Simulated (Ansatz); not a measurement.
System: Ga₃Sb.

Input

```
crystal:
  lattice:
    - [-2.158799, 2.158799, 4.760484]
    - [2.158799, -2.158799, 4.760484]
    - [2.158799, 2.158799, -4.760484]
  atoms:
    - { symbol: Ga, position: [0.75, 0.25, 0.5] }
    - { symbol: Ga, position: [0.25, 0.75, 0.5] }
    - { symbol: Ga, position: [0.5, 0.5, 0.0] }
    - { symbol: Sb, position: [0.0, 0.0, 0.0] }
basis:
  ecutwfc: 420
kpoints:
  mp_grid: { grid: [14, 14, 14] }
hamiltonian:
  xc: pbe
scf:
  occupations: { method: gaussian, width: 0.1 }
output:
  forces: true
  stress: true
  eigenvalues: true
  populations: true
  write_density: true
  write_potential: true
  elf: true
  volumetric_format: npy
```

Launched as:

```sh
ansatz run input.yaml --threads 1 --pin off --max-ram 2560MiB --backend cpu --events-out ev --progress --plain --runs-dir out
```

Below, planes, directions and counts refer to the conventional cell (a = 4.32 Å, b = 4.32 Å, c = 9.52 Å, α = 90.00°, β = 90.00°, γ = 90.00°).

Space group I4/mmm; a structure from a database of computed crystals, not necessarily the ambient phase.

The calculation used Ansatz 0.2.0, DFT PBE, scalar-relativistic, plane waves, PAW.

Q: What will maps of the valence pseudo-density and electron localisation function show?

A: Ga–Sb (3.21 Å): ρ is about 0.16 e/Å³ halfway; the ELF is about 0.35 at the midpoint.

Q: Does the calculation make it a metal, or give it a gap?

A: It is gapless in this calculation (a metal or semimetal).

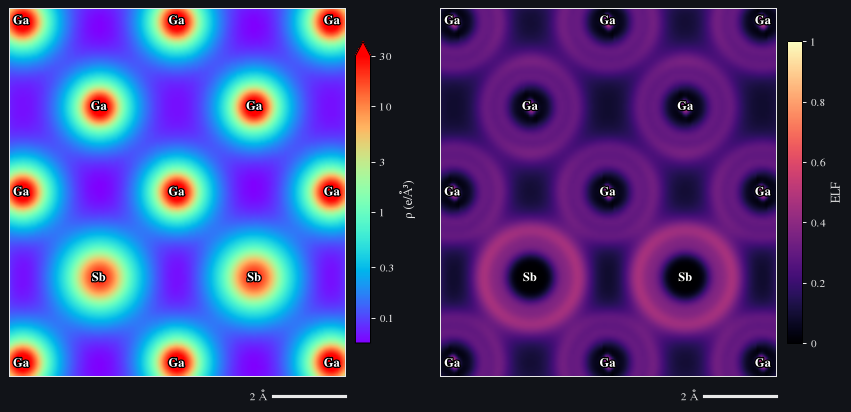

Computed valence pseudo-density and electron localisation function on the (010) plane of the conventional cell, in this order. 

Core electrons are frozen (PAW), and the valence fields are smoothed inside the atomic spheres.
